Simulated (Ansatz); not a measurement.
# Calculations on Al$_{32}$H

### Relaxation

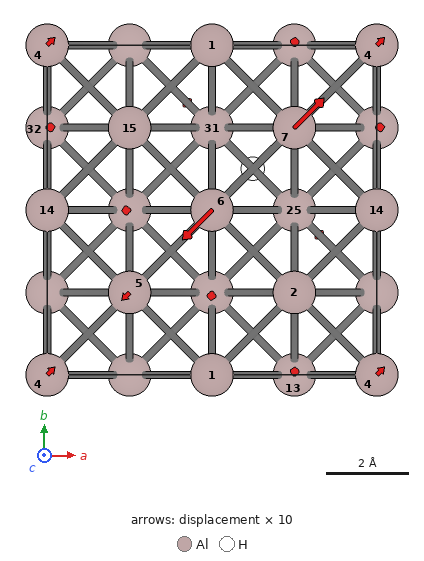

This is a relaxation of a defect cell of composition Al32H. The starting structure is drawn; red arrows show the displacements, 10 times their true length.

A ball-and-stick model of the cell of the calculation, seen along the c axis.

It is an interstitial H in fcc Al. The run prepares the start of a later molecular dynamics calculation, from a guessed geometry.

These are results of DFT PBEsol, scalar-relativistic, plane waves, PAW in Ansatz, not measurements. Settings: plane-wave cutoff 420 eV; k-point mesh 2 × 2 × 2; occupations fermi dirac; smearing width 0.1 eV; no spin polarisation; atoms relaxed in a fixed cell; force threshold 0.08 eV/Å; at most 25 steps.

### Which element moves most?

Aluminium: up to 0.13 Å, against 0.01 Å for hydrogen.

### Describe the change and its energy.

After 2 geometry steps the energy has fallen by 0.309 eV per cell of the calculation. The largest force component goes from 0.77 to 0.022 eV/Å. The largest moves, 0.13 Å, are those of Al atoms. Largest moves by element: Al 0.13 Å, H 0.01 Å. The cell doesn't change. Some distances before and after: Al–Al 2.864 → 3.076 Å, Al–H 1.735 → 1.874 Å, Al–H 1.752 → 1.882 Å, Al–H 1.768 → 1.890 Å.

Limits of the set-up: the k-point mesh is coarse for a cell with partly filled bands; the periodic images lie only 8.1 Å apart, so the values are limited by the cell's size.

### Dynamics

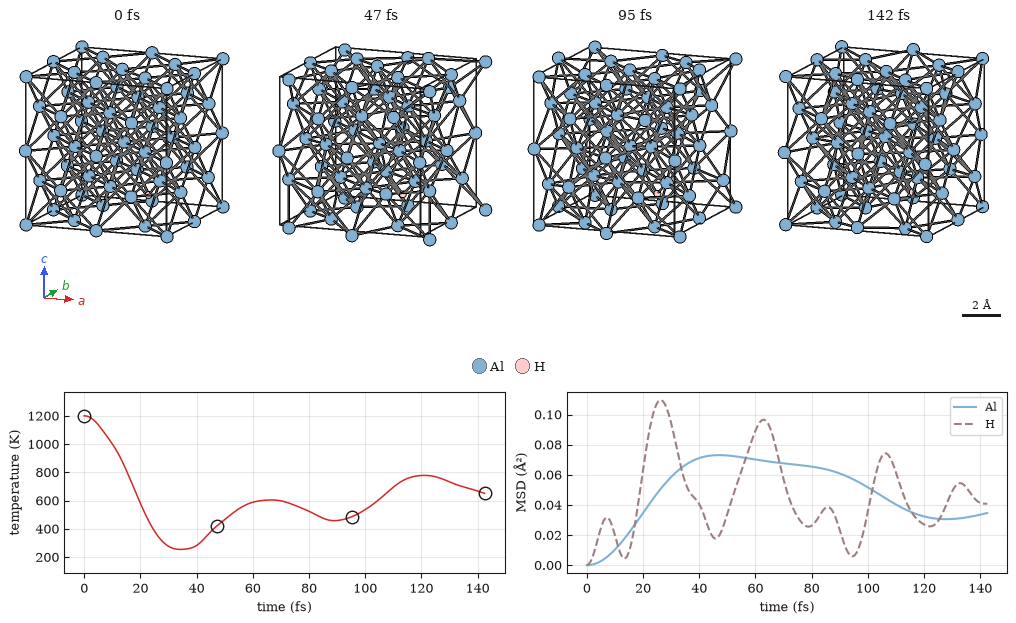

Molecular dynamics of Al with an interstitial H (33 atoms in the cell), 142 fs long. Frames and the history of the run. Style: ball-and-stick. Shown: the simulation cell, slightly off an axis. Bonds to atoms that aren't drawn are left out.

All numbers below come from DFT PBEsol, scalar-relativistic, plane waves, PAW in Ansatz. Set-up: plane-wave cutoff 420 eV; k-point mesh 2 × 2 × 2; Fermi-Dirac smearing 0.1 eV; constant energy (NVE); velocities drawn for 1200 K; time step 0.75 fs.

**What do the frames and curves show?**

Root-mean-square distances from the starting positions over the second half, with the common drift of all atoms taken out: Al 0.22 Å, H 0.20 Å. That is small against the typical shortest distance between atoms in the first frame, about 2.8 Å: the atoms vibrate about their sites and the arrangement holds. Over the second half the temperature averages 624 K (spread ±111 K). The first frame carries almost no forces, so kinetic energy first flows into potential energy: the temperature drops from 1200 to 254 K within 34 fs, and without a thermostat its mean stays below the start. The potential energy is still drifting at the end, so the run hasn't reached equilibrium. The potential energy in the second half lies on average 72.2 meV per atom above the first frame.

Limits of the set-up: the k-point mesh is coarse for a cell with partly filled bands; the periodic images lie only 8.1 Å apart, so the values are limited by the cell's size.

Cost: 15 min on 2 threads of Arm Neoverse V2, with other jobs on the host, peak memory 1.1 GiB.

### Dynamics

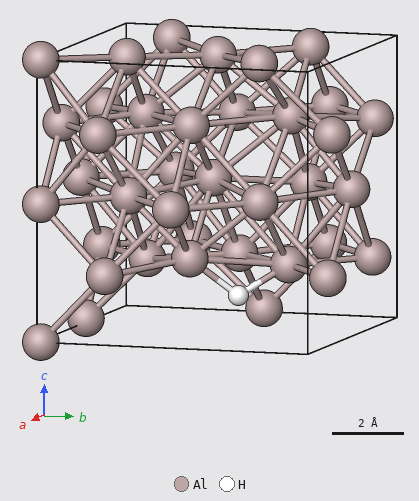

Starting frame of a dynamics run of Al with an interstitial H (33 atoms in the cell). It starts from the last geometry of an earlier run, with fresh velocities. A ball-and-stick model of the simulation cell, seen slightly off an axis. Bonds to atoms that aren't drawn are left out.

Method: Ansatz, DFT PBEsol, scalar-relativistic, plane waves, PAW.

The input:
```yaml
crystal:
  lattice:
    - [8.1, 0.0, 0.0]
    - [0.0, 8.1, 0.0]
    - [0.0, 0.0, 8.1]
  atoms:
    - { symbol: Al, position: [0.49033392, 0.01263625, 0.01934947] }
    - { symbol: Al, position: [0.73863902, 0.24626373, -0.01231898] }
    - { symbol: Al, position: [0.75805044, -0.00498833, 0.23798584] }
    - { symbol: Al, position: [-0.0166221, 0.00886538, -0.00107429] }
    - { symbol: Al, position: [0.24221921, 0.24792155, -0.00927565] }
    - { symbol: Al, position: [0.50100028, 0.50434562, -0.02490712] }
    - { symbol: Al, position: [0.77811992, 0.7480802, -0.00960266] }
    - { symbol: Al, position: [0.26390382, -0.00317856, 0.24942901] }
    - { symbol: Al, position: [0.48251793, 0.23693894, 0.23983802] }
    - { symbol: Al, position: [0.73290153, 0.47625134, 0.28195299] }
    - { symbol: Al, position: [0.50092323, -0.00274043, 0.51997087] }
    - { symbol: Al, position: [0.76414978, 0.25971578, 0.49899541] }
    - { symbol: Al, position: [0.7276175, -0.00014131, 0.74205356] }
    - { symbol: Al, position: [0.00664766, 0.510945, 0.01290308] }
    - { symbol: Al, position: [0.25044981, 0.76335536, -0.01786721] }
    - { symbol: Al, position: [-0.00150312, 0.2493666, 0.244289] }
    - { symbol: Al, position: [0.25773861, 0.50319585, 0.24057586] }
    - { symbol: Al, position: [0.49781526, 0.76375369, 0.24282477] }
    - { symbol: Al, position: [-0.02557683, 0.00576636, 0.48621321] }
    - { symbol: Al, position: [0.24929604, 0.26520627, 0.52209706] }
    - { symbol: Al, position: [0.5001567, 0.48655394, 0.5386182] }
    - { symbol: Al, position: [0.75581924, 0.74263599, 0.49656738] }
    - { symbol: Al, position: [0.24025305, -0.00195561, 0.73712319] }
    - { symbol: Al, position: [0.49048512, 0.234057, 0.75722588] }
    - { symbol: Al, position: [0.7551172, 0.48860293, 0.75739212] }
    - { symbol: Al, position: [0.02819755, 0.75594922, 0.25746954] }
    - { symbol: Al, position: [-0.01539184, 0.489502, 0.48770929] }
    - { symbol: Al, position: [0.25981898, 0.75931779, 0.50389341] }
    - { symbol: Al, position: [-0.00656264, 0.22273524, 0.74253085] }
    - { symbol: Al, position: [0.26068431, 0.49551633, 0.74012017] }
    - { symbol: Al, position: [0.5020661, 0.7742245, 0.77123679] }
    - { symbol: Al, position: [0.02943105, 0.76151984, 0.74701939] }
    - { symbol: H, position: [0.6405007, 0.62563423, 0.14597756] }
basis:
  ecutwfc: 420.0
kpoints:
  mp_grid: { grid: [2, 2, 2] }
hamiltonian:
  xc: pbesol
scf:
  occupations: { method: fermi_dirac, width: 0.1 }
  lower_state_search: "off"
md:
  timestep: 0.75
  n_steps: 300
  ensemble: nvt_langevin
  temperature: 840.0
  initial_velocities: maxwell_boltzmann
  seed: 72779
  friction: 0.02
```

Launched with:
```bash
ansatz run input.yaml --threads 2 --pin off --max-ram 5120MiB --backend cpu --events-out ev --progress --plain --runs-dir out
```

Question: Predict how the run goes.

Answer: The mean temperature in the second half is 807 K (standard deviation 65 K). The potential energy is still drifting at the end, so the run hasn't reached equilibrium. The potential energy in the second half lies on average 25.4 meV per atom above the first frame. In the second half of the run the atoms are, in the root-mean-square, this far from where they began (common drift taken out): H 0.45 Å, Al 0.32 Å. Against the typical shortest distance between atoms in the first frame, about 2.7 Å these are wide excursions, but the first-neighbour bonds of the start all hold: the network flexes, or its layers or units shift against each other, without breaking.

Along the run (each row but the first and the last is the mean over the interval that it begins):

```
time (fs)  potential energy (meV/atom)  T (K)
      0.0                          0.0    815
     27.8                          4.2    769
     55.5                         22.0    796
     83.2                         27.3    733
    111.0                         10.8    842
    138.8                         21.2    772
    166.5                         33.5    853
    194.2                         33.1    775
    222.0                         45.1    647
```

The paths of the atoms:

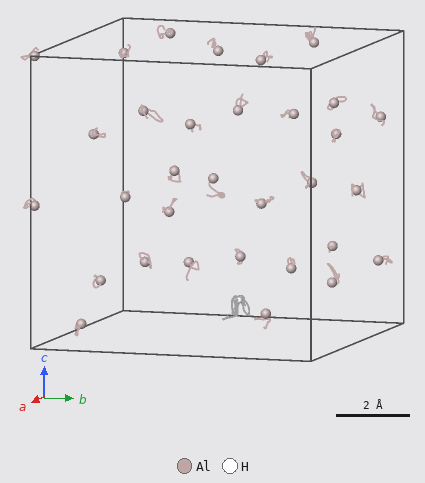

Limits of the set-up: the k-point mesh is coarse for a cell with partly filled bands; the periodic images lie only 8.1 Å apart, so the values are limited by the cell's size.

Cost: 27 min on 2 threads of Arm Neoverse V2, with other jobs on the host, peak memory 1.2 GiB.
